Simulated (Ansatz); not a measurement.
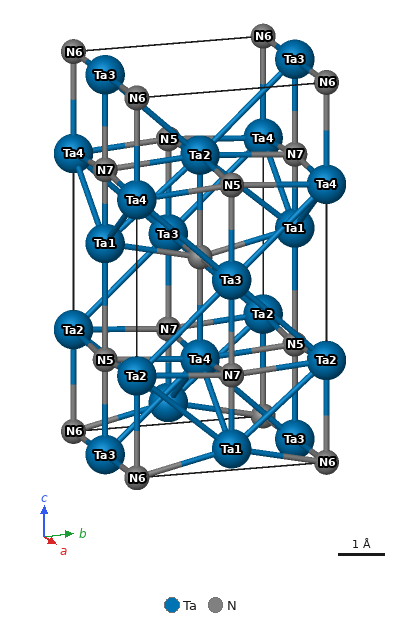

**Figure 1.** The input geometry (ball-and-stick view of the cell 2 times as large as that of the calculation, set on its symmetry axes, seen slightly off an axis; atoms are numbered from 1 in the order of the input). An atom can appear more than once, as a periodic image.

**Single-point calculation of Ta₄N₃**

- system: Ta₄N₃ (Imm2, 7 atoms in the cell)
- method: DFT r2SCAN, scalar-relativistic, plane waves, PAW, no spin polarisation (Ansatz 0.2.0)

The structure derives from a Materials Project entry. It belongs to a series of runs on one base structure; here: atom 1 (Ta) moved +0.480 A along Cartesian [0 0 1]. Figures and captions count atoms from 1; the log counts them from 0 in places.

The program's output:
```
Engine: ansatz 0.2.0, x86_64-unknown-linux-gnu
Pseudopotentials: kind: paw
Pseudopotential: Ta, paw, valence charge 13, recommended cutoff 500 eV (meta_gga), Ta.paw.azcp
Pseudopotential: N, paw, valence charge 5, recommended cutoff 500 eV (meta_gga), N.paw.azcp
Functional definition: r2SCAN
  parameter k0 = 0.174
  parameter k1 = 0.065
  parameter a1 = 4.9479
  exchange = r2scan_x(k0 = k0, k1 = k1, a1 = a1)
  correlation = r2scan_c
Crystal: 7 atoms, lattice volume = 82.307 Å³
Basis set: ecut = 500 eV, 2103 PW (Γ), exchange–correlation on 160×160×160 points (64 copies of the dense FFT grid, shifted against one another)
Bands: 41, of which v1, the nominal top of the filled ones, is band 34 counted from 1 (33 counted from 0)
Symmetry: 4 space group operations
Space group: Imm2 (ITA 44), of the structure as read, at distance tolerance 4.3e-5 Å
k-points: 280 of 1728 (time reversal used)
Non-local potential: Ta, projectors of the file, l = 0: 3, l = 1: 2, l = 2: 2, l = 3: 1
Non-local potential: N, projectors of the file, l = 0: 2, l = 1: 2, l = 2: 1
PAW form: soft (Blöchl's): semilocal exchange-correlation on the pseudo side does not see the compensation charge
PAW frozen core: Ta, regenerated for the run's functional (the file was generated under x = pbe(κ = 0.804, μ = 0.2195149727645171), c = pbe(β = 0.06672455060314922))
PAW frozen core: N, regenerated for the run's functional (the file was generated under x = pbe(κ = 0.804, μ = 0.2195149727645171), c = pbe(β = 0.06672455060314922))
PAW one-centre angular grid: Ta, 590 points (default); XC on 160 Gauss nodes
PAW one-centre angular grid: N, 302 points (default); XC on 160 Gauss nodes
Initial density: superposition of atomic densities (neutral atoms: chi_scale 0, normalization atom), corrected by the library's trained network
Initial wavefunctions: pseudopotential atomic-orbital guess
Functional: x = r2scan, c = r2scan; τ floored in thin density (d = 2e-4 eV/Å³)
SCF iter   1: F=—  HF=-40935.546152 eV  |F-HF|=—  |Δ(HF+E_count)|=         —  Δρ=1.37e-2  dr2=1.50e-1  dr2_τ=5.61e-1  ethr=1.77e-3  ⟨swp⟩=5.7  Hψ=45503  notcnv=0
preconditioner: auto → Kerker (q_TF=auto, 2.636 Å⁻¹)  [metal: Δε(μ)=0.005 eV  Ē_g=9.451 eV  σ=0.150 eV  W_gap=0.02  n_scr=30 (ndim 8)  ℏωp=24.2 eV  f_vac=0.000  D(μ)=2.04/eV (n_scr^D=14)]
SCF iter   2: F=—  HF=-40935.776354 eV  |F-HF|=—  |Δ(HF+E_count)|=   2.30e-1  Δρ=8.89e-3  dr2=4.55e-2  dr2_τ=4.25e-3  ethr=2.23e-4  ⟨swp⟩=2.0  Hψ=18635  notcnv=0  defer=12
SCF iter   3: F=—  HF=-40935.783662 eV  |F-HF|=—  |Δ(HF+E_count)|=   7.31e-3  Δρ=3.47e-3  dr2=9.58e-3  dr2_τ=1.79e-3  ethr=6.79e-5  ⟨swp⟩=2.0  Hψ=15227  notcnv=0  defer=12
SCF iter   4: F=—  HF=-40935.784552 eV  |F-HF|=—  |Δ(HF+E_count)|=   8.90e-4  Δρ=8.25e-4  dr2=6.99e-4  dr2_τ=1.32e-4  ethr=1.43e-5  ⟨swp⟩=2.0  Hψ=15383  notcnv=0  defer=12
SCF iter   5: F=—  HF=-40935.784663 eV  |F-HF|=—  |Δ(HF+E_count)|=   1.11e-4  Δρ=3.26e-4  dr2=9.06e-5  dr2_τ=7.03e-6  ethr=1.04e-6  ⟨swp⟩=2.0  Hψ=16022  notcnv=0  defer=12
SCF iter   6: F=—  HF=-40935.784673 eV  |F-HF|=—  |Δ(HF+E_count)|=   1.05e-5  Δρ=1.04e-4  dr2=7.01e-6  dr2_τ=1.63e-6  ethr=1.35e-7  ⟨swp⟩=2.2  Hψ=16706  notcnv=0  defer=125
SCF iter   7: F=—  HF=-40935.784673 eV  |F-HF|=—  |Δ(HF+E_count)|=   2.80e-7  Δρ=2.48e-5  dr2=4.23e-7  dr2_τ=5.59e-8  ethr=1.05e-8  ⟨swp⟩=2.0  Hψ=16219  notcnv=0  defer=132
SCF iter   8: F=-40935.784674 eV  HF=-40935.784674 eV  |F-HF|=1.08e-8  |Δ(HF+E_count)|=   1.75e-7  Δρ=8.50e-6  dr2=5.57e-8  dr2_τ=7.51e-9  ethr=1.49e-10  ⟨swp⟩=15.8  Hψ=87226  notcnv=0
SCF 1 converged in 8 iterations: F = -40935.784674 eV  dr2 = 5.57e-8
  greatest PAW one-centre occupation: 0.998 electrons in one spin orbital (limit 2), on the Ta atom at site 0 (counted from 0), in its partial waves of l = 0
SCF converged after 8 iterations
Free energy (F): -40935.784674 eV
Harris-Foulkes:  -40935.784674 eV  (|F-HF|=1.08e-8)
Internal energy: -40935.761929 eV  (E = F + TS)
E sigma→0 (E₀):  -40935.773301 eV
Entropy (-TS):   -0.022744 eV (-3.249 meV/atom)
Fermi energy:    20.527742 eV
--- Per-component energies (eV) ---
  E_band       = -318.960481
  E_kinetic    = 1887.090063
  E_local      = -2547.590754  (includes V_loc(G=0)·N_el)
  E_nonlocal   = 199.771006
  E_hartree    = 890.451467
  E_xc         = -1004.415181
  E_vxc        = -1152.148674  (∫ρ·V_xc dr)
  E_paw        = -34083.132377  (= ΣΔE_a)
  E_vpaw       = -546.507805  (= ΣTr[D̂ρ^β])
  E_aug_tail   = 0.000346  (compensation charges beyond the density's cutoff)
  E_vtau       = 59.523022  (kinetic-family band-sum trace: ∫τ·v_τ [+ j·A + Jᵃ·Aᵃ] dr)
  E_ewald      = -6274.822684
  E_core_change = -3.113815  (= ΣΔE_core)
  E_smearing   = -0.022744  (= −TS)
  E_closure    = 0.000000  (closes the sum)
  Σ components = -40935.784674   (vs F -40935.784674, Δ=0.00e0)
--- Forces (eV/Å), atoms counted from 1 ---
  atom   1  Ta    -0.00000000     0.00000000   -18.56731437
  atom   2  Ta     0.00000000     0.00000000     0.93618667
  atom   3  Ta     0.00000000     0.00000000     0.18035775
  atom   4  Ta     0.00000000     0.00000000     2.77660258
  atom   5  N      0.00000000     0.00000000     1.06937795
  atom   6  N      0.00000000     0.00000000     0.72306806
  atom   7  N      0.00000000     0.00000000    12.88172007
  max |Σ_I F_I| component: 1.29e-6 eV/Å
--- Stress (GPa, compression-positive) ---
        3.532088       0.000000       0.000000
        0.000000       8.851088       0.000000
        0.000000       0.000000      50.422655
  P = ⅓ Tr σ = 20.9353 GPa (209.353 kbar)
--- Band table (eV; the first three rows and the last of 280) ---
  k-point 0: bands = ["-50.2982", "-50.0365", "-49.7940", "-49.4552", "-16.7202", "-16.5865", "-16.5411", "-16.1970", "-16.1894", "-16.0292", "-15.9462", "-15.9389", "-15.6243", "-15.5725", "-15.2429", "-14.9638", "1.2369", "2.8061", "3.2848", "12.8265", "12.8310", "13.0165", "13.8860", "15.0273", "15.0816", "15.0928", "15.4976", "16.2593", "16.3124", "16.3406", "18.7583", "19.1292", "19.7049", "20.1835", "20.2885", "20.7936", "21.7780", "21.9789", "23.6607", "23.8202", "24.0596"]
  k-point 1: bands = ["-50.2977", "-50.0360", "-49.7942", "-49.4559", "-16.7899", "-16.5386", "-16.5324", "-16.2122", "-16.1522", "-16.0326", "-15.9880", "-15.9037", "-15.6006", "-15.5825", "-15.2588", "-14.9703", "1.3318", "2.8761", "3.3522", "12.5603", "12.7966", "12.8628", "13.8886", "14.6635", "14.8241", "15.1559", "15.6357", "15.9539", "16.3453", "16.4825", "18.7447", "19.0927", "19.5659", "20.1007", "20.5868", "21.1380", "21.8460", "22.0493", "23.5582", "23.8004", "24.0356"]
  k-point 2: bands = ["-50.2964", "-50.0346", "-49.7949", "-49.4581", "-16.9188", "-16.5144", "-16.4436", "-16.2409", "-16.1483", "-16.0261", "-15.9755", "-15.8739", "-15.6182", "-15.5442", "-15.2988", "-14.9825", "1.5969", "3.0740", "3.5398", "11.9776", "12.5049", "12.5294", "13.8402", "14.0963", "14.4685", "14.8209", "15.2143", "15.7903", "16.2902", "17.1259", "18.7448", "19.1430", "19.3786", "19.9993", "21.2392", "21.5238", "21.9982", "22.3033", "23.5952", "23.8434", "24.1195"]
  k-point 279: bands = ["-50.2959", "-50.0341", "-49.7978", "-49.4563", "-16.6621", "-16.6379", "-16.6152", "-16.1689", "-16.1080", "-15.9823", "-15.9138", "-15.8803", "-15.7795", "-15.5201", "-15.3140", "-14.9763", "1.7032", "2.8159", "2.8538", "12.1509", "13.2530", "13.4310", "14.0782", "14.8816", "15.1386", "15.1871", "15.8760", "16.1436", "16.3402", "16.5141", "17.0391", "17.1859", "18.3317", "20.9218", "21.2336", "21.3431", "22.2082", "23.1435", "23.5442", "23.9618", "24.3423"]
```

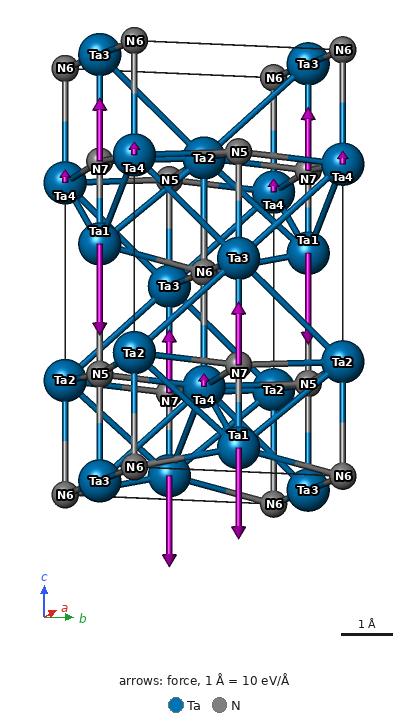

**Figure 2.** Forces on the atoms as pink arrows (ball-and-stick view of the cell 2 times as large as that of the calculation, set on its symmetry axes, seen at an oblique angle; atoms are numbered from 1 in the order of the input); the smallest are left out. The largest act on Ta1 (18.57 eV/Å); N7 (12.88 eV/Å). The geometry is not a stationary point of this energy.

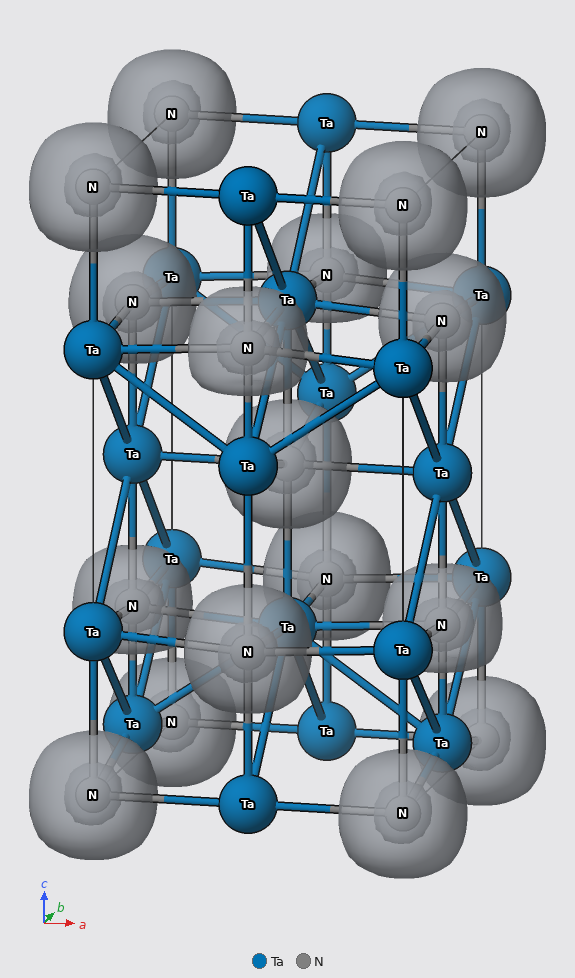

**Figure 3.** Isosurface of the ELF at 0.65 (grey), seen slightly off an axis. Core shells and regions of very low density are left out. Sticks mark near contacts. The outline is the cell set on symmetry axes. Values along the shortest contacts: Ta–N (1.67 Å): the ELF peaks at about 0.80 in the valence shell of N, 0.5 Å from its nucleus, and drops to about 0.40 between the two atoms. Ta–Ta (2.66 Å): the ELF is about 0.30 at the midpoint; no shared electron pair. In a PAW calculation such maps are meaningful between the atoms, not at the nuclei.

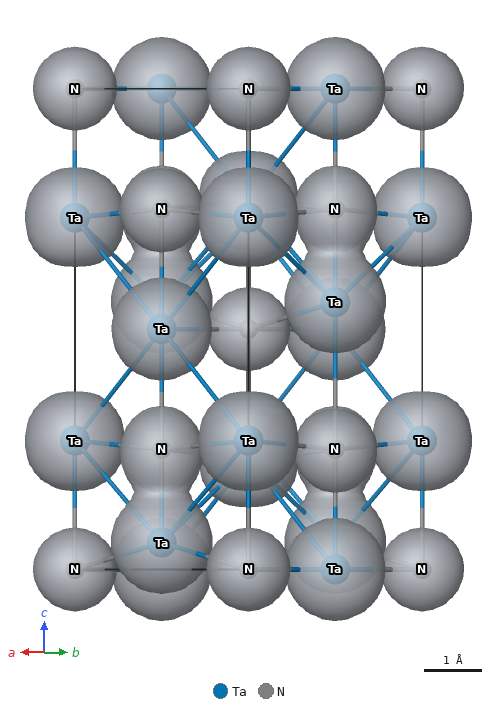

**Figure 4.** Isosurface of the valence charge density (pseudo) at 1 e/Å³ (grey), seen along [110]. Sticks mark near contacts. The outline is the cell set on symmetry axes. At this value the density breaks into separate islands; it holds about 65 % of the electrons treated as valence (semicore included). It is pinched off along the Ta–Ta (2.66 Å), Ta–Ta (2.85 Å) and Ta–Ta (2.96 Å) contacts. On the grid the lowest density along these lines, outside the cores, is 2 e/Å³ (Ta–N, 1.67 Å), 0.46 e/Å³ (Ta–Ta, 2.66 Å), 0.32 e/Å³ (Ta–Ta, 2.85 Å) and 0.31 e/Å³ (Ta–Ta, 2.96 Å).

This output came from the following input.

Input:
```yaml
crystal:
  lattice:
    - [-2.1900881922, 2.1900881922, 4.2899419987]
    - [2.1900881922, -2.1900881922, 4.2899419987]
    - [2.1900881922, 2.1900881922, -4.2899419987]
  atoms:
    - { symbol: Ta, position: [0.0559448123, 0.5559448123, 0.5] }
    - { symbol: Ta, position: [0.2681744161, 0.2681744161, 0.0] }
    - { symbol: Ta, position: [0.5, 0.0, 0.5] }
    - { symbol: Ta, position: [0.7318255839, 0.7318255839, 0.0] }
    - { symbol: "N", position: [0.75, 0.25, 0.5] }
    - { symbol: "N", position: [0.0, 0.0, 0.0] }
    - { symbol: "N", position: [0.25, 0.75, 0.5] }
basis:
  ecutwfc: 500
kpoints:
  mp_grid: { grid: [12, 12, 12] }
hamiltonian:
  xc: r2scan
scf:
  occupations: { method: gaussian, width: 0.15 }
output:
  forces: true
  stress: true
  eigenvalues: true
  write_density: true
  write_potential: true
  elf: true
  volumetric_format: npy
```

Run as:
```bash
ansatz run input.yaml --threads 2 --pin off --max-ram 5120MiB --backend cpu --events-out ev --progress --plain --runs-dir out
```

Results in brief:

- outcome: converged
- space group (tolerance 0.01 Å): Imm2 (44)
- electrons treated: 67
- free energy: −40935.7847 eV
- Fermi energy: 20.528 eV
- gap on the k-point mesh: none (metallic)
- pressure: 20.94 GPa
- largest force (length of the vector): 18.567 eV/Å
- hardware: 2 threads of Intel Xeon @ 2.50GHz (Skylake/Cascade Lake), 189 GiB of memory available, shared host
- wall time: 3.6 min (CPU time 7.1 min)
- peak memory: 1.2 GiB

Remarks:

Spin–orbit coupling is left out, which matters for Ta. The cell holds an odd number of electrons but the run has no spin polarisation, so a band is left half filled.
